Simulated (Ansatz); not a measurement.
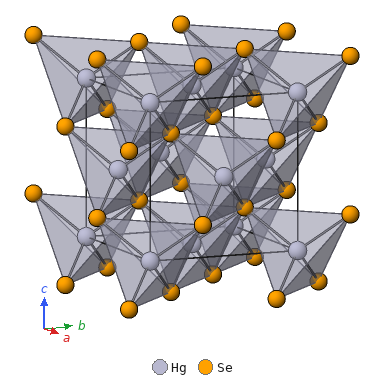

System: HgSe, space group F-43m (No. 216). The picture shows the conventional cell.

Structure:
```
Hg Se
1.0
     0.00000    3.03900    3.03900
     3.03900    0.00000    3.03900
     3.03900    3.03900    0.00000
Hg Se
1 1
Direct
  0.00000 0.00000 0.00000
  0.75000 0.75000 0.75000
```

Calculation (Ansatz 0.2.0): plane-wave DFT, no spin polarisation; energies at scaled volumes of the given cell, shape and fractions fixed, counted from the fit's minimum, third-order Birch-Murnaghan fit. Level: LDA.

k mesh 8×8×8; occupations Fermi–Dirac; smearing width 0.05 eV; potentials Ansatz PAW; wave cutoff 420 eV; density cutoff 1680 eV.

What does the calculation give for the energy and pressure against volume? The volume takes the values 26.38, 26.94, 27.51, 28.07, 28.63, 29.19, 29.75 Å³/atom.

A third-order Birch–Murnaghan fit gives V0 = 27.87 Å³/atom, B0 = 57.9 GPa and B′ = 5.0. The energy is 15.91 meV/atom at volume 26.38 Å³/atom and 20.19 meV/atom at 29.75 Å³/atom; the lowest computed point is at volume 28.07 Å³/atom (0.25 meV/atom), in a single well. The pressure falls from 3.63 GPa at volume 26.38 Å³/atom to −3.22 GPa at 29.75 Å³/atom, and changes sign near 27.87 Å³/atom.

```csv
volume (Å³/atom),energy (meV/atom),pressure (GPa)
26.38,15.91,3.63
26.94,5.89,2.12
27.51,0.87,0.78
28.07,0.25,-0.41
28.63,3.57,-1.46
29.19,10.34,-2.39
29.75,20.19,-3.22
```

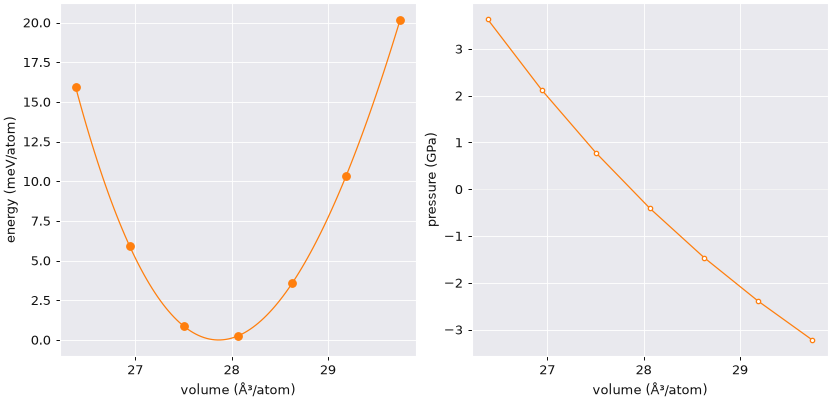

Limits of the calculation: spin-orbit coupling left out, heavy elements.
